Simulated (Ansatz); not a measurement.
## Geometry relaxation of Zn32O32 (part 2 of 2)

Zn32O32 (Fm-3m, 64 atoms in the cell); DFT, PBEsol, PAW, plane waves (Ansatz 0.2.0); cutoff 420 eV, 1×1×1 k-mesh, Fermi–Dirac smearing of 0.01 eV. The structure was built on a prototype by a generator.

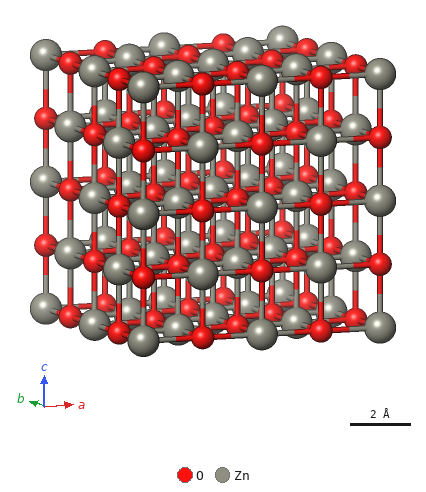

**Figure 1.** The starting structure (ball-and-stick view of the cell of the calculation, seen slightly off an axis).

```
SCF converged after 10 iterations
Free energy (F): -122939.656708 eV
Harris-Foulkes:  -122939.656708 eV  (|F-HF|=2.91e-11)
Internal energy: -122939.656708 eV  (E = F + TS)
E sigma→0 (E₀):  -122939.656708 eV
Fermi energy:    11.779140 eV
--- Per-component energies (eV) ---
  E_band       = 2603.165398
  E_kinetic    = 9801.874276
  E_local      = -54399.987724  (includes V_loc(G=0)·N_el)
  E_nonlocal   = 21481.403335
  E_hartree    = 22268.060951
  E_xc         = -6645.757243
  E_vxc        = -4643.046320  (∫ρ·V_xc dr)
  E_paw        = -62392.459258  (= ΣΔE_a)
  E_vpaw       = -14173.260253  (= ΣTr[D̂ρ^β])
  E_aug_tail   = 0.060169  (compensation charges beyond the density's cutoff)
  E_ewald      = -53079.495785
  E_core_change = 26.644571  (= ΣΔE_core)
  E_smearing   = -0.000000  (= −TS)
  E_closure    = 0.000000  (closes the sum)
  Σ components = -122939.656708   (vs F -122939.656708, Δ=0.00e0)
--- Forces (eV/Å), atoms counted from 1 ---
  atom   1  O      0.00000000     0.00000000    -0.00000000
  atom   2  O      0.00000000    -0.00000000     0.00000000
  atom   3  O      0.00000000    -0.00000000     0.00000000
  atom   4  O     -0.00000000    -0.00000000    -0.00000000
  atom   5  O      0.00000000     0.00000000     0.00000000
  atom   6  O      0.00000000    -0.00000000     0.00000000
  atom   7  O      0.00000000    -0.00000000     0.00000000
  atom   8  O      0.00000000     0.00000000     0.00000000
  atom   9  O      0.00000000    -0.00000000     0.00000000
  atom  10  O      0.00000000    -0.00000000     0.00000000
  atom  11  O      0.00000000    -0.00000000     0.00000000
  atom  12  O      0.00000000    -0.00000000     0.00000000
  atom  13  O      0.00000000     0.00000000     0.00000000
  atom  14  O      0.00000000     0.00000000    -0.00000000
  atom  15  O      0.00000000    -0.00000000     0.00000000
  atom  16  O      0.00000000     0.00000000     0.00000000
  atom  17  O      0.00000000    -0.00000000    -0.00000000
  atom  18  O      0.00000000    -0.00000000     0.00000000
  atom  19  O      0.00000000     0.00000000     0.00000000
  atom  20  O      0.00000000     0.00000000    -0.00000000
  atom  21  O      0.00000000    -0.00000000     0.00000000
  atom  22  O      0.00000000    -0.00000000     0.00000000
  atom  23  O      0.00000000     0.00000000     0.00000000
  atom  24  O      0.00000000     0.00000000     0.00000000
  atom  25  O      0.00000000    -0.00000000     0.00000000
  atom  26  O      0.00000000     0.00000000     0.00000000
  atom  27  O     -0.00000000     0.00000000     0.00000000
  atom  28  O      0.00000000     0.00000000    -0.00000000
  atom  29  O     -0.00000000    -0.00000000    -0.00000000
  atom  30  O      0.00000000     0.00000000     0.00000000
  atom  31  O      0.00000000     0.00000000     0.00000000
  atom  32  O      0.00000000     0.00000000     0.00000000
  atom  33  Zn     0.00000000    -0.00000000    -0.00000000
  atom  34  Zn    -0.00000000    -0.00000000     0.00000000
  atom  35  Zn    -0.00000000     0.00000000    -0.00000000
  atom  36  Zn     0.00000000    -0.00000000    -0.00000000
  atom  37  Zn    -0.00000000     0.00000000    -0.00000000
  atom  38  Zn    -0.00000000    -0.00000000     0.00000000
  atom  39  Zn     0.00000000    -0.00000000     0.00000000
  atom  40  Zn    -0.00000000     0.00000000    -0.00000000
  atom  41  Zn     0.00000000     0.00000000    -0.00000000
  atom  42  Zn    -0.00000000     0.00000000     0.00000000
  atom  43  Zn    -0.00000000     0.00000000    -0.00000000
  atom  44  Zn    -0.00000000    -0.00000000    -0.00000000
  atom  45  Zn    -0.00000000    -0.00000000    -0.00000000
  atom  46  Zn    -0.00000000     0.00000000    -0.00000000
  atom  47  Zn    -0.00000000    -0.00000000    -0.00000000
  atom  48  Zn    -0.00000000     0.00000000    -0.00000000
  atom  49  Zn    -0.00000000     0.00000000     0.00000000
  atom  50  Zn     0.00000000     0.00000000    -0.00000000
  atom  51  Zn    -0.00000000     0.00000000     0.00000000
  atom  52  Zn    -0.00000000    -0.00000000    -0.00000000
  atom  53  Zn    -0.00000000     0.00000000     0.00000000
  atom  54  Zn    -0.00000000     0.00000000    -0.00000000
  atom  55  Zn    -0.00000000     0.00000000    -0.00000000
  atom  56  Zn    -0.00000000    -0.00000000    -0.00000000
  atom  57  Zn     0.00000000    -0.00000000    -0.00000000
  atom  58  Zn     0.00000000    -0.00000000    -0.00000000
  atom  59  Zn     0.00000000     0.00000000    -0.00000000
  atom  60  Zn    -0.00000000     0.00000000     0.00000000
  atom  61  Zn     0.00000000     0.00000000    -0.00000000
  atom  62  Zn     0.00000000     0.00000000     0.00000000
  atom  63  Zn     0.00000000    -0.00000000    -0.00000000
  atom  64  Zn    -0.00000000    -0.00000000    -0.00000000
  max |Σ_I F_I| component: 1.28e-26 eV/Å
--- Stress (GPa, compression-positive) ---
       -0.009420      -0.000000       0.000000
       -0.000000      -0.009420       0.000000
        0.000000       0.000000      -0.009420
  P = ⅓ Tr σ = -0.0094 GPa (-0.094 kbar)
--- Band table (eV) ---
  k-point 0: bands = ["-7.8796", "-7.8796", "-7.8796", "-7.8796", "-7.8796", "-7.8796", "-7.8796", "-7.8796", "-7.0371", "-7.0371", ... 142 levels left out ..., "5.4988", "5.4988", "5.4988", "5.4988", "5.4988", "5.4988", "5.4988", "5.4988", "5.4988", "5.4988", "5.4988", "5.4988", "5.4988", "5.4988", "5.4988", "5.4988", "5.6748", "5.6748", "5.6748", "5.6748", "5.6748", "5.6748", "5.6748", "5.6748", "5.6748", "5.6748", "5.6748", "5.6748", "5.6748",
      "5.6748", "5.6748", "5.6748", "5.6748", "5.6748", "5.6748", "5.6748", "5.6748", "5.6748", "5.6748", "5.6748", "6.3878", "6.3878", "6.3878", "6.3878", "6.3878", "6.3878", "6.3878", "6.3878", "6.3878", "6.3878", "6.3878", "6.3878", "6.3878", "6.3878", "6.3878", "6.3878", "6.3878", "6.3878", "6.3878", "6.3878", "6.3878", "6.3878", "6.3878", "6.3878", "6.5590", "6.5590", "6.5590", "6.5590", "6.5590",
      "6.5590", "6.5590", "6.5590", "8.1638", "8.1638", "8.1638", "8.1638", "8.1638", "8.1638", "8.1638", "8.1638", "8.1638", "8.1638", "8.1638", "8.1638", "8.1638", "8.1638", "8.1638", "8.1638", "8.1638", "8.1638", "8.1638", "8.1638", "8.1638", "8.1638", "8.1638", "8.1638", "8.8280", "8.8280", "8.8280", "8.8280", "8.8280", "8.8280", "8.8280", "8.8280", "8.8280", "8.8280", "8.8280", "8.8280", "8.8280",
      "8.8280", "8.8280", "8.8280", "8.8280", "8.8280", "8.8280", "8.8280", "8.8280", "8.8280", "8.8280", "8.8280", "9.4748", "9.4748", "9.4748", "9.4748", "9.4748", "9.4748", "9.4748", "9.4748", "9.4748", "9.4748", "9.4748", "9.4748", "9.4748", "9.4748", "9.4748", "9.4748", "14.0765", "14.0765", "14.0765", "14.0765", "14.0765", "14.0765", "14.0765", "14.0765", "16.4910", "16.4910", "16.4910", "16.4910", "16.4910",
      "16.4910", "16.4910", "16.4910", "16.4910", "16.4910", "16.4910", "16.4910", "16.4910", "16.4910", "16.4910", "16.4910", "16.4910", "16.4910", "16.4910", "16.4910", "16.4910", "16.4910", "16.4910", "16.4910", "19.1003", "19.1003", "19.1003", "19.1003", "19.1003", "19.1003", "19.1003", "19.1003", "19.1003", "19.1003", "19.1003", "19.1003", "19.1003", "19.1003", "19.1003", "19.1003", "19.1003", "19.1003", "19.1003", "19.1003", "19.1003",
      "19.1003", "19.1003", "19.1003", "21.1475", "21.1475", "21.1475", "21.1475", "21.1475", "21.1475", "21.1475", "21.1475"]
--- Relaxed structure (3 steps of the walk, 3 accepted, 1 SCFs on fresh bases) ---
  F+E_penalty+E_count = -122939.65670836 eV   max|allowed force component| = 2.427e-27 eV/Å   (the final SCF, on the basis selected at the relaxed cell)
  cell:  # Å, volume = 619.8982 Å³
    - [8.526552371860795, 1.2357385640014977e-100, -9.203074888210537e-100]
    - [1.2357385640014977e-100, 8.526552371860795, -1.3167949042122677e-99]
    - [-9.203074888210537e-100, -1.3167949042122677e-99, 8.526552371860795]
  atoms:
    - { symbol: O, position: [0.25, -1.253684472949244e-39, 1.239172928614816e-40] }
    - { symbol: O, position: [0.25, 8.133176944643384e-40, 0.5] }
    - { symbol: O, position: [0.25, 0.5, -3.354481114383847e-40] }
    - { symbol: O, position: [0.25, 0.5, 0.5] }
    - { symbol: O, position: [0.75, -3.349488456398226e-40, 5.831608057094501e-40] }
    - { symbol: O, position: [0.75, -1.0535134703847576e-40, 0.5] }
    - { symbol: O, position: [0.75, 0.5, 5.257593502526568e-40] }
    - { symbol: O, position: [0.75, 0.5, 0.5] }
    - { symbol: O, position: [-2.7867357117088814e-39, 0.25, -1.0587777283710139e-40] }
    - { symbol: O, position: [-3.074216720047078e-41, 0.25, 0.5] }
    - { symbol: O, position: [5.711153008160359e-39, 0.75, -9.097502553618276e-40] }
    - { symbol: O, position: [4.562824481927021e-39, 0.75, 0.5] }
    - { symbol: O, position: [0.5, 0.25, 1.2146390756536757e-39] }
    - { symbol: O, position: [0.5, 0.25, 0.5] }
    - { symbol: O, position: [0.5, 0.75, -4.856360173535098e-41] }
    - { symbol: O, position: [0.5, 0.75, 0.5] }
    - { symbol: O, position: [-2.02920578248209e-40, -1.2537277865783775e-39, 0.25] }
    - { symbol: O, position: [1.749315475671228e-39, -7.94434279617389e-40, 0.75] }
    - { symbol: O, position: [-1.8681125027061744e-39, 0.5, 0.25] }
    - { symbol: O, position: [2.0363283382777877e-39, 0.5, 0.75] }
    - { symbol: O, position: [0.5, -6.796237025747525e-40, 0.25] }
    - { symbol: O, position: [0.5, 1.3873942351614475e-39, 0.75] }
    - { symbol: O, position: [0.5, 0.5, 0.25] }
    - { symbol: O, position: [0.5, 0.5, 0.75] }
    - { symbol: O, position: [0.25, 0.25, 0.25] }
    - { symbol: O, position: [0.25, 0.25, 0.75] }
    - { symbol: O, position: [0.25, 0.75, 0.25] }
    - { symbol: O, position: [0.25, 0.75, 0.75] }
    - { symbol: O, position: [0.75, 0.25, 0.25] }
    - { symbol: O, position: [0.75, 0.25, 0.75] }
    - { symbol: O, position: [0.75, 0.75, 0.25] }
    - { symbol: O, position: [0.75, 0.75, 0.75] }
    - { symbol: Zn, position: [-1.6381038257974145e-39, -4.500441646186089e-40, 4.108919343389197e-40] }
    - { symbol: Zn, position: [-5.0831198499813717e-39, -3.665427645039846e-39, 0.5] }
    - { symbol: Zn, position: [-1.4959016731782263e-38, 0.5, -2.2070061568621823e-40] }
    - { symbol: Zn, position: [-9.906296044484431e-39, 0.5, 0.5] }
    - { symbol: Zn, position: [0.5, -1.2538748804295278e-39, -6.80043021598934e-40] }
    - { symbol: Zn, position: [0.5, -2.861605320902333e-39, 0.5] }
    - { symbol: Zn, position: [0.5, 0.5, 4.6834936622729535e-40] }
    - { symbol: Zn, position: [0.5, 0.5, 0.5] }
    - { symbol: Zn, position: [0.25, 0.25, -4.848929504162885e-41] }
    - { symbol: Zn, position: [0.25, 0.25, 0.5] }
    - { symbol: Zn, position: [0.25, 0.75, 5.257113821880285e-40] }
    - { symbol: Zn, position: [0.25, 0.75, 0.5] }
    - { symbol: Zn, position: [0.75, 0.25, 2.9608278100596383e-40] }
    - { symbol: Zn, position: [0.75, 0.25, 0.5] }
    - { symbol: Zn, position: [0.75, 0.75, -1.6332161103592917e-40] }
    - { symbol: Zn, position: [0.75, 0.75, 0.5] }
    - { symbol: Zn, position: [0.25, -6.796497674135231e-40, 0.25] }
    - { symbol: Zn, position: [0.25, -3.4356577680509995e-39, 0.75] }
    - { symbol: Zn, position: [0.25, 0.5, 0.25] }
    - { symbol: Zn, position: [0.25, 0.5, 0.75] }
    - { symbol: Zn, position: [0.75, -5.073804579784755e-40, 0.25] }
    - { symbol: Zn, position: [0.75, -2.3447200742099135e-39, 0.75] }
    - { symbol: Zn, position: [0.75, 0.5, 0.25] }
    - { symbol: Zn, position: [0.75, 0.5, 0.75] }
    - { symbol: Zn, position: [-8.41338848792929e-39, 0.25, 0.25] }
    - { symbol: Zn, position: [-1.4523438085526609e-40, 0.25, 0.75] }
    - { symbol: Zn, position: [-3.590199041974586e-39, 0.75, 0.25] }
    - { symbol: Zn, position: [-8.413387940348644e-39, 0.75, 0.75] }
    - { symbol: Zn, position: [0.5, 0.25, 0.25] }
    - { symbol: Zn, position: [0.5, 0.25, 0.75] }
    - { symbol: Zn, position: [0.5, 0.75, 0.25] }
    - { symbol: Zn, position: [0.5, 0.75, 0.75] }
--- Löwdin populations: 64 sites ---
  site symbol       q [e]
     0      O      7.2293
     1      O      7.2293
     2      O      7.2293
     3      O      7.2293
     4      O      7.2293
     5      O      7.2293
     6      O      7.2293
     7      O      7.2293
     8      O      7.2293
     9      O      7.2293
    10      O      7.2293
    11      O      7.2293
    12      O      7.2293
    13      O      7.2293
    14      O      7.2293
    15      O      7.2293
    16      O      7.2293
    17      O      7.2293
    18      O      7.2293
    19      O      7.2293
    20      O      7.2293
    21      O      7.2293
    22      O      7.2293
    23      O      7.2293
    24      O      7.2293
    25      O      7.2293
    26      O      7.2293
    27      O      7.2293
    28      O      7.2293
    29      O      7.2293
    30      O      7.2293
    31      O      7.2293
    32     Zn     10.5913
    33     Zn     10.5913
    34     Zn     10.5913
    35     Zn     10.5913
    36     Zn     10.5913
    37     Zn     10.5913
    38     Zn     10.5913
    39     Zn     10.5913
    40     Zn     10.5913
    41     Zn     10.5913
    42     Zn     10.5913
    43     Zn     10.5913
    44     Zn     10.5913
    45     Zn     10.5913
    46     Zn     10.5913
    47     Zn     10.5913
    48     Zn     10.5913
    49     Zn     10.5913
    50     Zn     10.5913
    51     Zn     10.5913
    52     Zn     10.5913
    53     Zn     10.5913
    54     Zn     10.5913
    55     Zn     10.5913
    56     Zn     10.5913
    57     Zn     10.5913
    58     Zn     10.5913
    59     Zn     10.5913
    60     Zn     10.5913
    61     Zn     10.5913
    62     Zn     10.5913
    63     Zn     10.5913
  spilling = 0.009963 (of n_electrons = 576.000000)
```

## Summary

- outcome: converged
- space group (tolerance 0.01 Å): Fm-3m (225)
- electrons treated: 576
- free energy: −122939.6567 eV
- Fermi energy: 11.779 eV
- pressure: −0.01 GPa
- largest force (length of the vector) at the end: under 0.001 eV/Å
- final cell: a = 8.527 Å, b = 8.527 Å, c = 8.527 Å, α = 90.00°, β = 90.00°, γ = 90.00°
- hardware: 7 CPU threads, shared host
- wall time: 14 s (CPU time 81 s)
- peak memory: 1.6 GiB

## Remarks

The k-point mesh is coarse for a cell of this size, so the results may not be converged.
